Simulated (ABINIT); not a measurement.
**Single-point calculation, with input and output: GaN**

System: GaN (2 atoms in the cell).
Method: Kohn-Sham DFT of a periodic cell, LDA, PseudoDojo NC SR LDA v0.4 stringent, no spin polarisation (ABINIT 10.8.3).

The structure derives from a Materials Project entry.

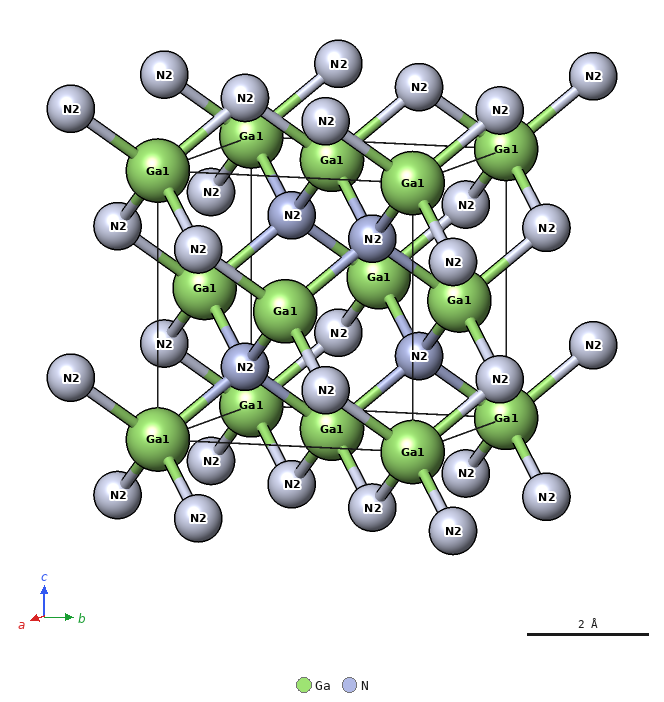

Fig. 1: The input geometry (ball-and-stick view of the cell 4 times as large as that of the calculation, set on its symmetry axes, seen slightly off an axis; neighbours outside the cell are drawn fainter; atoms are numbered from 1 in the order of the input). An atom can appear more than once, as a periodic image. Near neighbours in the periodic cell (some may lie outside the picture): Ga has 4 N at 1.95 Å; N has 4 Ga at 1.95 Å.

### The input
```
# Pseudopotentials
pp_dirpath "./"
pseudos "Ga.upf, N.upf"

# Structure
acell 3*1.0
rprim
     0.0000000000     4.2584989699     4.2584989699
     4.2584989699     0.0000000000     4.2584989699
     4.2584989699     4.2584989699     0.0000000000
ntypat 2
znucl 31 7
natom 2
typat 1 2
xred
     0.0000000000     0.0000000000     0.0000000000
     0.2500000000     0.2500000000     0.2500000000

# Plane-wave basis
ecut 32.0

# k points
kptopt 1
ngkpt 10 10 10
nshiftk 1
shiftk 0.0 0.0 0.0

# Exchange and correlation
ixc 7

# Bands and occupations
nband 17
occopt 7
tsmear 0.00183747

# SCF cycle
nstep 100
tolvrs 1.0e-10

# Output
iomode 3
prtwf 0
prtden 0
prteig 0
prtebands 0
```

Hardware: 1 thread of Arm Neoverse V1, 24 GiB of memory available, shared host.

Launch command:
```bash
abinit run.abi > log 2>&1
```

### Log
```
.Version 10.8.3 of ABINIT
 Symmetries : space group F-4 3 m (#216); Bravais cF (face-center cubic)
================================================================================
 Values of the parameters that define the memory need of the present run
     intxc =       0    ionmov =       0      iscf =       7    lmnmax =       6
     lnmax =       6     mgfft =      32  mpssoang =       3    mqgrid =    3001
     natom =       2  nloc_mem =       1    nspden =       1   nspinor =       1
    nsppol =       1      nsym =      24    n1xccc =    2501    ntypat =       2
    occopt =       7   xclevel =       1
       mpw =        1349          nfft =       32768          nkpt =          47
================================================================================
================================================================================

--------------------------------------------------------------------------------
------------- Echo of variables that govern the present computation ------------
--------------------------------------------------------------------------------
 -outvars: echo values of preprocessed input variables --------
            acell      1.0000000000E+00  1.0000000000E+00  1.0000000000E+00 Bohr
              amu      6.97230000E+01  1.40067400E+01
             ecut      3.20000000E+01 Hartree
              ixc           7
         kptrlatt       10    0    0      0   10    0      0    0   10
          kptrlen      6.02242700E+01
            natom           2
            nband          17
            ngfft          32      32      32
             nkpt          47
            nstep         100
             nsym          24
           ntypat           2
           occopt           7
           prtden           0
        prtebands           0
           prteig           0
            prtwf           0
            rprim      0.0000000000E+00  4.2584989699E+00  4.2584989699E+00
                       4.2584989699E+00  0.0000000000E+00  4.2584989699E+00
                       4.2584989699E+00  4.2584989699E+00  0.0000000000E+00
          spgroup         216
           tolvrs      1.00000000E-10
           tsmear      1.83747000E-03 Hartree
            typat      1  2
           xangst      0.0000000000E+00  0.0000000000E+00  0.0000000000E+00
                       1.1267503030E+00  1.1267503030E+00  1.1267503030E+00
            xcart      0.0000000000E+00  0.0000000000E+00  0.0000000000E+00
                       2.1292494849E+00  2.1292494849E+00  2.1292494849E+00
             xred      0.0000000000E+00  0.0000000000E+00  0.0000000000E+00
                       2.5000000000E-01  2.5000000000E-01  2.5000000000E-01
            znucl       31.00000    7.00000

================================================================================

 chkinp: Checking input parameters for consistency.

================================================================================
== DATASET  1 ==================================================================

--- !DatasetInfo
iteration_state: {dtset: 1, }
dimensions: {natom: 2, nkpt: 47, mband: 17, nsppol: 1, nspinor: 1, nspden: 1, mpw: 1349, }
cutoff_energies: {ecut:  32.0, pawecutdg:  -1.0, }
electrons: {nelect:   2.60000000E+01, charge:   0.00000000E+00, occopt:   7.00000000E+00, tsmear:   1.83747000E-03, }
meta: {optdriver: 0, ionmov: 0, optcell: 0, iscf: 7, paral_kgb: 0, }
...

 Exchange-correlation functional for the present dataset will be:
  LDA: Perdew-Wang 92 LSD fit to Ceperley-Alder data - ixc=7
  J.P.Perdew and Y.Wang, PRB 45, 13244 (1992)

 Real(R)+Recip(G) space primitive vectors, cartesian coordinates (Bohr,Bohr^-1):
 R(1)=  0.0000000  4.2584990  4.2584990  G(1)= -0.1174123  0.1174123  0.1174123
 R(2)=  4.2584990  0.0000000  4.2584990  G(2)=  0.1174123 -0.1174123  0.1174123
 R(3)=  4.2584990  4.2584990  0.0000000  G(3)=  0.1174123  0.1174123 -0.1174123
 Unit cell volume ucvol=  1.5445417E+02 bohr^3
 Angles (23,13,12)=  6.00000000E+01  6.00000000E+01  6.00000000E+01 degrees

 getcut: wavevector=  0.0000  0.0000  0.0000  ngfft=  32  32  32
         ecut(hartree)=     32.000   => boxcut(ratio)=   2.08660

--- Pseudopotential description ------------------------------------------------
- pspini: atom type   1  psp file is ./Ga.upf
12 -1012 2 -1 1858                            pspcod,pspxc,lmax,lloc,mmax
     nproj     2     2     2

- pspini: atom type   2  psp file is ./N.upf
12 -1012 1 -1 1058                            pspcod,pspxc,lmax,lloc,mmax
     nproj     2     2     0

   7.07354840E+02                                ecore*ucvol(ha*bohr**3)
--------------------------------------------------------------------------------

================================================================================

--- !BeginCycle
iteration_state: {dtset: 1, }
solver: {iscf: 7, nstep: 100, nline: 4, wfoptalg: 0, }
tolerances: {tolvrs: 1.00E-10, }
...

     iter   Etot(hartree)      deltaE(h)  residm     vres2
 ETOT  1  -256.73589002178    -2.567E+02 4.853E-01 7.798E+02
 ETOT  2  -257.22189458869    -4.860E-01 4.517E-02 8.821E+02
 ETOT  3  -257.48350957133    -2.616E-01 7.061E-03 4.718E+00
 ETOT  4  -257.48523200117    -1.722E-03 3.049E-03 4.149E-01
 ETOT  5  -257.48528487535    -5.287E-05 1.891E-04 5.686E-02
 ETOT  6  -257.48530329462    -1.842E-05 9.470E-04 7.504E-04
 ETOT  7  -257.48530340484    -1.102E-07 2.558E-05 7.095E-06
 ETOT  8  -257.48530340628    -1.439E-09 2.090E-04 4.116E-07
 ETOT  9  -257.48530340636    -7.651E-11 1.132E-05 5.162E-09
 ETOT 10  -257.48530340636    -5.173E-12 4.402E-05 2.076E-10
 ETOT 11  -257.48530340636    -2.274E-12 1.066E-05 3.642E-13

 At SCF step   11       vres2   =  3.64E-13 < tolvrs=  1.00E-10 =>converged.

 Cartesian components of stress tensor (hartree/bohr^3)
  sigma(1 1)=  2.81601186E-02  sigma(3 2)=  0.00000000E+00
  sigma(2 2)=  2.81601186E-02  sigma(3 1)=  0.00000000E+00
  sigma(3 3)=  2.81601186E-02  sigma(2 1)=  0.00000000E+00

--- !ResultsGS
iteration_state: {dtset: 1, }
comment   : Summary of ground state results
lattice_vectors:
- [  0.0000000,   4.2584990,   4.2584990, ]
- [  4.2584990,   0.0000000,   4.2584990, ]
- [  4.2584990,   4.2584990,   0.0000000, ]
lattice_lengths: [   6.02243,    6.02243,    6.02243, ]
lattice_angles: [ 60.000,  60.000,  60.000, ] # degrees, (23, 13, 12)
lattice_volume:   1.5445417E+02
convergence: {deltae: -2.274E-12, res2:  3.642E-13, residm:  1.066E-05, diffor: null, }
etotal    :  -2.57485303E+02
entropy   :   0.00000000E+00
fermie    :   2.47371503E-01
cartesian_stress_tensor: # hartree/bohr^3
- [  2.81601186E-02,   0.00000000E+00,   0.00000000E+00, ]
- [  0.00000000E+00,   2.81601186E-02,   0.00000000E+00, ]
- [  0.00000000E+00,   0.00000000E+00,   2.81601186E-02, ]
pressure_GPa:  -8.2850E+02
xred      :
- [  0.0000E+00,   0.0000E+00,   0.0000E+00, Ga]
- [  2.5000E-01,   2.5000E-01,   2.5000E-01,  N]
cartesian_forces: # hartree/bohr
- [  3.70487776E-31,   4.93983701E-31,  -1.35845518E-30, ]
- [ -3.70487776E-31,  -4.93983701E-31,   1.35845518E-30, ]
force_length_stats: {min:   1.49220694E-30, max:   1.49220694E-30, mean:   1.49220694E-30, }
...

 Integrated electronic density in atomic spheres:
 ------------------------------------------------
 Atom  Sphere_radius  Integrated_density
    1        2.00000         18.90330765
    2        2.00000          5.17260576
================================================================================

 ----iterations are completed or convergence reached----

 Mean square residual over all n,k,spin=   15.325E-09; max=  10.663E-06
 reduced coordinates (array xred) for    2 atoms
       0.000000000000      0.000000000000      0.000000000000
       0.250000000000      0.250000000000      0.250000000000
 rms dE/dt=  5.9809E-30; max dE/dt=  8.4145E-30; dE/dt below (all hartree)
    1       0.000000000000      0.000000000000     -0.000000000000
    2       0.000000000000      0.000000000000     -0.000000000000

 cartesian coordinates (angstrom) at end:
    1      0.00000000000000     0.00000000000000     0.00000000000000
    2      1.12675030299809     1.12675030299809     1.12675030299809

 cartesian forces (hartree/bohr) at end:
    1      0.00000000000000     0.00000000000000    -0.00000000000000
    2     -0.00000000000000    -0.00000000000000     0.00000000000000
 frms,max,avg= 8.6152608E-31 1.3584552E-30   0.000E+00  0.000E+00  0.000E+00 h/b

 cartesian forces (eV/Angstrom) at end:
    1      0.00000000000000     0.00000000000000    -0.00000000000000
    2     -0.00000000000000    -0.00000000000000     0.00000000000000
 frms,max,avg= 4.4301452E-29 6.9854574E-29   0.000E+00  0.000E+00  0.000E+00 e/A
 length scales=  1.000000000000  1.000000000000  1.000000000000 bohr
              =  0.529177210544  0.529177210544  0.529177210544 angstroms
 Fermi (or HOMO) energy (hartree) =   0.24737   Average Vxc (hartree)=  -0.44952
 Eigenvalues (hartree) for nkpt=  47  k points:
 kpt#   1, nband= 17, wtk=  0.00100, kpt=  0.0000  0.0000  0.0000 (reduced coord)
  -5.13945   -3.28736   -3.28736   -3.28736   -0.34320   -0.29031   -0.29031   -0.29031
  -0.27056   -0.27056    0.23875    0.23875    0.23875    0.29982    0.60853    0.60853
   0.60853
      occupation numbers for kpt#   1
   2.00000    2.00000    2.00000    2.00000    2.00000    2.00000    2.00000    2.00000
   2.00000    2.00000    2.00000    2.00000    2.00000    0.00000    0.00000    0.00000
   0.00000
 prteigrs : prtvol=0 or 1, do not print more k-points.

--- !EnergyTerms
iteration_state     : {dtset: 1, }
comment             : Components of total free energy in Hartree
kinetic             :  1.24326308237749E+02
hartree             :  9.79647084470298E+01
xc                  : -2.80697960126634E+01
Ewald energy        : -1.35314831383947E+02
psp_core            :  4.57970700582621E+00
local_psp           : -2.63006404510936E+02
non_local_psp       : -5.79649951894219E+01
internal            : -2.57485303406364E+02
'-kT*entropy'       : -8.47446019436644E-16
total_energy        : -2.57485303406364E+02
total_energy_eV     : -7.00653204365417E+03
band_energy         : -3.25044369876557E+01
...

 Cartesian components of stress tensor (hartree/bohr^3)
  sigma(1 1)=  2.81601186E-02  sigma(3 2)=  0.00000000E+00
  sigma(2 2)=  2.81601186E-02  sigma(3 1)=  0.00000000E+00
  sigma(3 3)=  2.81601186E-02  sigma(2 1)=  0.00000000E+00

-Cartesian components of stress tensor (GPa)         [Pressure= -8.2850E+02 GPa]
- sigma(1 1)=  8.28499294E+02  sigma(3 2)=  0.00000000E+00
- sigma(2 2)=  8.28499294E+02  sigma(3 1)=  0.00000000E+00
- sigma(3 3)=  8.28499294E+02  sigma(2 1)=  0.00000000E+00

== END DATASET(S) ==============================================================
================================================================================

 -outvars: echo values of variables after computation  --------
            acell      1.0000000000E+00  1.0000000000E+00  1.0000000000E+00 Bohr
           etotal     -2.5748530341E+02
            fcart      3.7048777553E-31  4.9398370070E-31 -1.3584551769E-30
                      -3.7048777553E-31 -4.9398370070E-31  1.3584551769E-30
            rprim      0.0000000000E+00  4.2584989699E+00  4.2584989699E+00
                       4.2584989699E+00  0.0000000000E+00  4.2584989699E+00
                       4.2584989699E+00  4.2584989699E+00  0.0000000000E+00
           strten      2.8160118618E-02  2.8160118618E-02  2.8160118618E-02
                       0.0000000000E+00  0.0000000000E+00  0.0000000000E+00
           xangst      0.0000000000E+00  0.0000000000E+00  0.0000000000E+00
                       1.1267503030E+00  1.1267503030E+00  1.1267503030E+00
             xred      0.0000000000E+00  0.0000000000E+00  0.0000000000E+00
                       2.5000000000E-01  2.5000000000E-01  2.5000000000E-01
 Calculation completed.
```

### Results in brief

```json
{"quantity": "outcome", "value": "converged"}
{"quantity": "space group (tolerance 0.01 Å)", "value": "F-43m (216)"}
{"quantity": "electrons treated", "value": "26"}
{"quantity": "free energy", "value": "−7006.5320 eV"}
{"quantity": "Fermi energy", "value": "6.731 eV"}
{"quantity": "gap on the k-point mesh", "value": "1.66 eV"}
{"quantity": "pressure", "value": "−828.50 GPa"}
{"quantity": "largest force (length of the vector)", "value": "under 0.001 eV/Å"}
{"quantity": "wall time", "value": "35 s"}
{"quantity": "peak memory", "value": "0.07 GiB"}
```

The settings depart from the standard set-up of this series, which can bear on the numbers. Points of doubt noted for this run: absurd pressure; cutoff too low for stress. So coarse a mesh can miss the band edges, so the true gap of this method can be much smaller, or zero.
